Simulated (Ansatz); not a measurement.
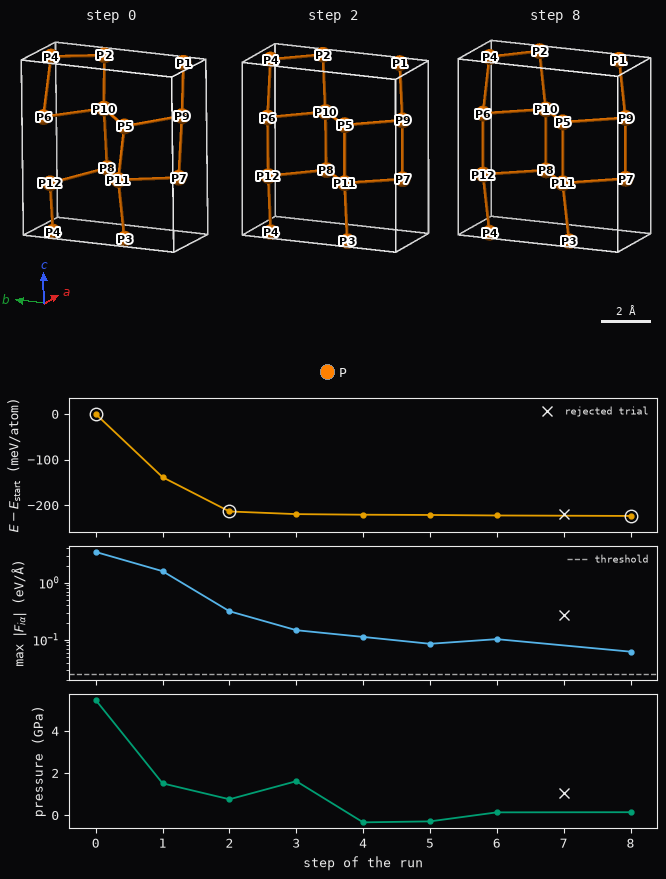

Frames of a relaxation of solid P (a generated structure, set up in P1) (coarse preliminary run), marked on the history of the run. The picture is a ball-and-stick view of the cell of the calculation, seen from a free direction.

Theory: DFT PBE, scalar-relativistic, plane waves, PAW (Ansatz 0.2.0). Settings: plane-wave cutoff 420 eV; k-point mesh 6 × 4 × 4; occupations gaussian; smearing width 0.2 eV; no spin polarisation; cell and atoms relaxed; force threshold 0.025 eV/Å; at most 60 steps.

**What happens along the run?**

The run was cut off at its time limit before the relaxation converged, so the last structure is only a point on the way. P12 moves most relative to the cell: 0.41 Å along [−2 1 3]. Cell: a 3.512 → 3.421 Å (−2.6 %), b 6.817 → 7.245 Å (+6.3 %), c 7.549 → 7.558 Å (+0.1 %), α 89.3° → 89.9°, β 91.8° → 90.1°, γ 90.6° → 90.1°. Volume +3.7 %. Among the contacts that change: P1–P3 2.772 → 2.295 Å, P4–P12 2.070 → 2.497 Å, P7–P12 2.689 → 2.290 Å, P1–P4 2.341 → 2.714 Å. Among the angles between lasting bonds that change: P9–P7–P12 102.9° → 90.0°, P5–P10–P8 78.7° → 89.9°, P8–P2–P10 178.0° → 166.9°. The space group stays P1 (No. 1). After 7 accepted moves (8 points after the start) the energy has fallen by 223 meV per atom. Largest force component: 3.5 eV/Å at the start, 0.062 eV/Å at the end. The pressure goes from 5.47 to 0.14 GPa. The line search rejected the trial step at point 7 of the run. From step 0 to 2: P12 moves most (0.38 Å), volume −1.8 %, energy −214 meV per atom. From step 2 to 8: P atoms move most (0.10 Å), volume +5.6 %, energy −9.8 meV per atom.

```
step  E − E(0), meV/atom  largest force component, eV/Å  pressure, GPa  volume, Å³/atom      note
   0                0.00                         3.4586           5.47           15.051          
   1             -138.46                         1.5932           1.51           15.052          
   2             -213.53                         0.3168           0.76           14.779          
   3             -219.35                         0.1476           1.62           14.940          
   4             -220.63                         0.1125          -0.34           15.332          
   5             -221.22                         0.0853          -0.29           15.299          
   6             -222.31                         0.1029           0.14           15.481          
   7             -220.14                         0.2671           1.04           15.904  rejected
   8             -223.35                         0.0621           0.14           15.610
```
